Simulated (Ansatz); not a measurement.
# Geometry relaxation, with input and output: MoS2 (part 2 of 2)

Continued. System: MoS2 (P6₃/mmc, 6 atoms in the cell). Method: DFT PBEsol, scalar-relativistic, plane waves, PAW, no spin polarisation (Ansatz 0.2.0); cutoff 420 eV, 12×12×4 k-mesh, Gaussian smearing of 0.02 eV. The structure derives from an entry of the Crystallography Open Database.

```
basis re-selected at this cell: Δ(F+E_penalty+E_count) = -4.098e-5 eV, ΔP = +0.000 GPa vs the last step (what re-selecting the basis moved, of the pressure what is left beyond the Pulay correction that the steps carried, after the strain that the cell walked since its last selection, with what the two solves' SCF thresholds leave and, on support functions, any second-order correction that the steps lacked; it is no measure of the basis error at this ecutwfc). This SCF's stress stands 4.81e-3 GPa from its target on what of the cell is left free (relax.cell.stress_tol is 5.00e-2 GPa) and its largest allowed force component is 9.56e-4 eV/Å (relax.f_tol is 5.00e-3 eV/Å): within both
SCF converged after 6 iterations
Free energy (F): -13340.340927 eV
Harris-Foulkes:  -13340.340927 eV  (|F-HF|=7.28e-12)
Internal energy: -13340.340927 eV  (E = F + TS)
E sigma→0 (E₀):  -13340.340927 eV
Fermi energy:    11.143295 eV
--- Per-component energies (eV) ---
  E_band       = -320.714123
  E_kinetic    = 1313.331737
  E_local      = -4124.669566  (includes V_loc(G=0)·N_el)
  E_nonlocal   = 402.864817
  E_hartree    = 1603.398256
  E_xc         = -751.657688
  E_vxc        = -809.554326  (∫ρ·V_xc dr)
  E_paw        = -8623.832744  (= ΣΔE_a)
  E_vpaw       = -309.483340  (= ΣTr[D̂ρ^β])
  E_aug_tail   = 0.000061  (compensation charges beyond the density's cutoff)
  E_ewald      = -3160.442196
  E_core_change = 0.666396  (= ΣΔE_core)
  E_smearing   = -0.000000  (= −TS)
  E_closure    = -0.000000  (closes the sum)
  Σ components = -13340.340927   (vs F -13340.340927, Δ=0.00e0)
--- Forces (eV/Å), atoms counted from 1 ---
  atom   1  Mo     0.00000000    -0.00000000     0.00000000
  atom   2  Mo    -0.00000000     0.00000000     0.00000000
  atom   3  S      0.00000000     0.00000000     0.00095558
  atom   4  S      0.00000000    -0.00000000     0.00095558
  atom   5  S      0.00000000     0.00000000    -0.00095558
  atom   6  S      0.00000000    -0.00000000    -0.00095558
  max |Σ_I F_I| component: 1.97e-17 eV/Å
--- Stress (GPa, compression-positive) ---
       -0.004810       0.000000       0.000000
        0.000000      -0.004810       0.000000
        0.000000       0.000000      -0.004050
  P = ⅓ Tr σ = -0.0046 GPa (-0.046 kbar)
--- Band table (eV; the first three rows and the last of 57) ---
  k-point 0: bands = ["-50.6456", "-50.6456", "-24.8522", "-24.8521", "-24.5876", "-24.5876", "-24.5876", "-24.5876", "-4.2866", "-4.0800", "-3.0006", "-2.6507", "3.8218", "4.6929", "7.2659", "7.4335", "7.4335", "7.4420", "7.4420", "8.5788", "8.5788", "8.6106", "8.6106", "9.3418", "9.5195", "10.6536", "12.9309", "12.9309", "12.9506", "12.9506", "13.1488", "13.1488"]
  k-point 1: bands = ["-50.6456", "-50.6456", "-24.8522", "-24.8521", "-24.5876", "-24.5876", "-24.5876", "-24.5876", "-4.2615", "-4.1171", "-2.9435", "-2.6978", "3.9249", "4.5282", "7.4347", "7.4347", "7.4407", "7.4407", "7.5133", "8.5835", "8.5835", "8.6059", "8.6059", "8.7703", "9.9786", "10.5822", "12.9320", "12.9320", "12.9451", "12.9451", "13.1701", "13.1701"]
  k-point 2: bands = ["-50.6456", "-50.6456", "-24.8522", "-24.8522", "-24.5876", "-24.5876", "-24.5876", "-24.5876", "-4.1949", "-4.1949", "-2.8159", "-2.8159", "4.1988", "4.1988", "7.4377", "7.4377", "7.4377", "7.4377", "8.0901", "8.0901", "8.5947", "8.5947", "8.5947", "8.5947", "10.3607", "10.3607", "12.9365", "12.9365", "12.9365", "12.9365", "13.2171", "13.2171"]
  k-point 56: bands = ["-50.5947", "-50.5947", "-24.9132", "-24.9132", "-24.8632", "-24.8632", "-24.7524", "-24.7524", "-1.8626", "-1.8626", "-1.8405", "-1.8405", "4.4548", "4.4548", "5.2977", "5.2977", "5.8492", "5.8492", "6.3441", "6.3441", "7.2089", "7.2089", "7.8522", "7.8522", "10.0405", "10.0405", "11.8604", "11.8604", "13.0356", "13.0356", "13.7276", "13.7276"]
--- Relaxed structure (4 steps of the walk, 4 accepted, 1 SCFs on fresh bases) ---
  F+E_penalty+E_count = -13340.34092728 eV   max|allowed force component| = 9.556e-4 eV/Å   (the final SCF, on the basis selected at the relaxed cell)
  cell:  # Å, volume = 107.5043 Å³
    - [3.1414322220836226, -3.31822667246573e-37, 0.0]
    - [-1.5707161110418113, 2.7205601085914153, 0.0]
    - [0.0, 0.0, 12.578819377932502]
  atoms:
    - { symbol: Mo, position: [0.3333333333333333, 0.6666666666666666, 0.24999999999999997] }
    - { symbol: Mo, position: [0.6666666666666666, 0.3333333333333333, 0.7499999999999999] }
    - { symbol: S, position: [0.3333333333333333, 0.6666666666666666, 0.6260538410926336] }
    - { symbol: S, position: [0.6666666666666666, 0.3333333333333333, 0.12605384109263354] }
    - { symbol: S, position: [0.3333333333333333, 0.6666666666666666, 0.8739461589073663] }
    - { symbol: S, position: [0.6666666666666666, 0.3333333333333333, 0.3739461589073663] }
```

**Trajectory as extended XYZ (Å, eV, eV/Å), 5 frames, from step=1 to step=5**
```
6
Lattice="3.1406 0.0000 0.0000 -1.5703 2.7199 0.0000 0.0000 0.0000 12.5227" Properties=species:S:1:pos:R:3:forces:R:3 step=1 energy=-13340.34074 pressure_GPa=0.05
Mo    0.0000    1.8132    3.1307    0.0000   0.0000   0.0000
Mo    1.5703    0.9066    9.3920    0.0000   0.0000   0.0000
S     0.0000    1.8132    7.8323    0.0000   0.0000   0.0098
S     1.5703    0.9066    1.5710    0.0000   0.0000   0.0098
S     0.0000    1.8132   10.9516    0.0000   0.0000  -0.0098
S     1.5703    0.9066    4.6903    0.0000   0.0000  -0.0098
6
Lattice="3.1436 0.0000 0.0000 -1.5718 2.7224 0.0000 0.0000 0.0000 12.5612" Properties=species:S:1:pos:R:3:forces:R:3 step=2 energy=-13340.34076 pressure_GPa=-0.03
Mo    0.0000    1.8149    3.1403    0.0000   0.0000   0.0000
Mo    1.5718    0.9075    9.4209    0.0000   0.0000   0.0000
S     0.0000    1.8149    7.8635    0.0000   0.0000  -0.0163
S     1.5718    0.9075    1.5829    0.0000   0.0000  -0.0163
S     0.0000    1.8149   10.9783    0.0000   0.0000   0.0163
S     1.5718    0.9075    4.6977    0.0000   0.0000   0.0163
6
Lattice="3.1417 0.0000 0.0000 -1.5708 2.7208 0.0000 0.0000 0.0000 12.5676" Properties=species:S:1:pos:R:3:forces:R:3 step=3 energy=-13340.34088 pressure_GPa=0.01
Mo    0.0000    1.8138    3.1419    0.0000   0.0000   0.0000
Mo    1.5708    0.9069    9.4257    0.0000   0.0000   0.0000
S     0.0000    1.8138    7.8670    0.0000   0.0000  -0.0039
S     1.5708    0.9069    1.5832    0.0000   0.0000  -0.0039
S     0.0000    1.8138   10.9844    0.0000   0.0000   0.0039
S     1.5708    0.9069    4.7006    0.0000   0.0000   0.0039
6
Lattice="3.1414 0.0000 0.0000 -1.5707 2.7206 0.0000 0.0000 0.0000 12.5788" Properties=species:S:1:pos:R:3:forces:R:3 step=4 energy=-13340.34089 pressure_GPa=-0.00
Mo    0.0000    1.8137    3.1447    0.0000   0.0000   0.0000
Mo    1.5707    0.9069    9.4341    0.0000   0.0000   0.0000
S     0.0000    1.8137    7.8750    0.0000   0.0000   0.0009
S     1.5707    0.9069    1.5856    0.0000   0.0000   0.0009
S     0.0000    1.8137   10.9932    0.0000   0.0000  -0.0009
S     1.5707    0.9069    4.7038    0.0000   0.0000  -0.0009
6
Lattice="3.1414 0.0000 0.0000 -1.5707 2.7206 0.0000 0.0000 0.0000 12.5788" Properties=species:S:1:pos:R:3:forces:R:3 step=5 energy=-13340.34093 pressure_GPa=-0.00
Mo    0.0000    1.8137    3.1447    0.0000   0.0000   0.0000
Mo    1.5707    0.9069    9.4341    0.0000   0.0000   0.0000
S     0.0000    1.8137    7.8750    0.0000   0.0000   0.0010
S     1.5707    0.9069    1.5856    0.0000   0.0000   0.0010
S     0.0000    1.8137   10.9932    0.0000   0.0000  -0.0010
S     1.5707    0.9069    4.7038    0.0000   0.0000  -0.0010
```

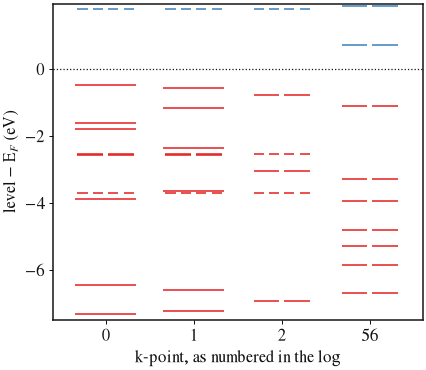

**Figure 1.** Kohn–Sham levels near the Fermi level (dotted) at the few k-points that the log prints; levels within 0.02 eV of each other stand side by side. Among these points the highest filled and lowest empty levels are 1.21 eV apart; the gap on the full mesh, 0.98 eV, has an edge at a point that isn't printed.

This output came from the following input.

**Input file**
```yaml
crystal:
  lattice:
    - [3.1406367688, 0.0, 0.0]
    - [-1.5703183844, 2.7198712258, 0.0]
    - [0.0, 0.0, 12.5226635711]
  atoms:
    - { symbol: Mo, position: [0.3333333333, 0.6666666667, 0.25] }
    - { symbol: Mo, position: [0.6666666667, 0.3333333333, 0.75] }
    - { symbol: S, position: [0.3333333333, 0.6666666667, 0.6254538978] }
    - { symbol: S, position: [0.6666666667, 0.3333333333, 0.1254538978] }
    - { symbol: S, position: [0.3333333333, 0.6666666667, 0.8745461022] }
    - { symbol: S, position: [0.6666666667, 0.3333333333, 0.3745461022] }
basis:
  ecutwfc: 420
kpoints:
  mp_grid: { grid: [12, 12, 4] }
hamiltonian:
  xc: pbesol
scf:
  occupations: { method: gaussian, width: 0.02 }
output:
  forces: true
  stress: true
  eigenvalues: true
relax:
  adjacent_minimum: "off"
  f_tol: 0.005
  max_steps: 80
  cell: { stress_tol: 0.05 }
```

Launch command:
```bash
ansatz run input.yaml --threads 2 --pin off --max-ram 5120MiB --backend cpu --events-out ev --progress --plain --runs-dir out
```

**Key numbers**

```json
{"quantity": "outcome", "value": "converged"}
{"quantity": "space group (tolerance 0.01 Å)", "value": "P6₃/mmc (194)"}
{"quantity": "electrons treated", "value": "52"}
{"quantity": "free energy", "value": "−13340.3409 eV"}
{"quantity": "Fermi energy", "value": "11.143 eV"}
{"quantity": "gap on the k-point mesh", "value": "0.98 eV"}
{"quantity": "pressure", "value": "0.00 GPa"}
{"quantity": "final volume", "value": "107.50 Å³"}
{"quantity": "largest force (length of the vector) at the end", "value": "0.001 eV/Å"}
{"quantity": "final cell", "value": "a = 3.141 Å, b = 3.141 Å, c = 12.579 Å, α = 90.00°, β = 90.00°, γ = 120.00°"}
{"quantity": "hardware", "value": "2 threads of AMD EPYC (Zen 3), 144 GiB of memory available, shared host"}
{"quantity": "wall time", "value": "25 s (CPU time 49 s)"}
{"quantity": "peak memory", "value": "0.52 GiB"}
```
